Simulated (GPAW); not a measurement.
## ZnS (F-43m): how ε∞ follows the gap

The empty bands of ZnS (F-43m) are shifted up rigidly by Δ, and ε∞ is computed for each shift.

The structure is cubic, space group F-43m (No. 216). Conventional cell: a = 5.404 Å, b = 5.404 Å, c = 5.404 Å, α = 90.00°, β = 90.00°, γ = 90.00°. Zn on site c is surrounded by 4 S at 2.34 Å. S on site a has 4 Zn at 2.34 Å as nearest neighbours.

Method: GPAW 26.7.0, PBE, RPA, k-mesh 13×13×13, local fields up to 70 eV, Lorentzian half width 0.12 eV.

Launch of the response step: `OMP_NUM_THREADS=1 python df.py`. The series took 4.8 min in all, its band step included, on 1 thread of Arm Neoverse V1, with other jobs on the host.

| Δ (eV) | ε∞ |
| --- | --- |
| 0.00 | 5.576 |
| 0.25 | 5.394 |
| 0.50 | 5.229 |
| 0.75 | 5.077 |
| 1.00 | 4.938 |
| 1.50 | 4.688 |
| 2.00 | 4.472 |
| 3.00 | ? |

With one effective transition at E₀ and fixed dipole strength, ε∞ − 1 = A/(E₀ + Δ), so 1/(ε∞ − 1) is linear in Δ.

Working, on the rows shown:

| x = Δ (eV) | y = 1/(ε∞ − 1) |
| --- | --- |
| 0 | 0.218531 |
| 0.25 | 0.227583 |
| 0.5 | 0.236463 |
| 0.75 | 0.245278 |
| 1 | 0.253936 |
| 1.5 | 0.27115 |
| 2 | 0.288018 |

Means: x̄ = 0.85714, ȳ = 0.24871. Σ(x − x̄)(y − ȳ) = 0.1035, Σ(x − x̄)² = 2.982. Slope = 0.1035 / 2.982 = 0.03472; intercept = ȳ − slope · x̄ = 0.21895. Turned back into ε∞, the line misses the rows shown by at most 0.0088.

Question: Fill in the last column of the withheld row.

Answer: At x = 3 the line gives y = 0.3231, that is 4.095. The run gave 4.115, so the extrapolation is off by 0.02, 1.4 % of the range in the table.

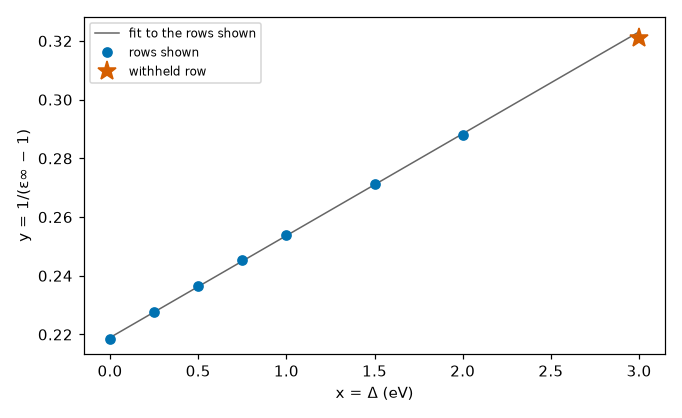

Refitted with all rows, the slope is 0.03416 and the intercept 0.21932. These give E₀ = intercept/slope = 6.4 eV, far above the least direct gap of 2.10 eV: most of the screening comes from transitions well over the edge. Over the first step ε∞ falls by 13 % per eV. The cell comes from an older database entry, whose edges can be off by a per cent or so. Excitons are left out; PBE gaps are as a rule too small. The values come from a sum over the points of one k-mesh and carry its error, which grows as the direct gap shrinks.
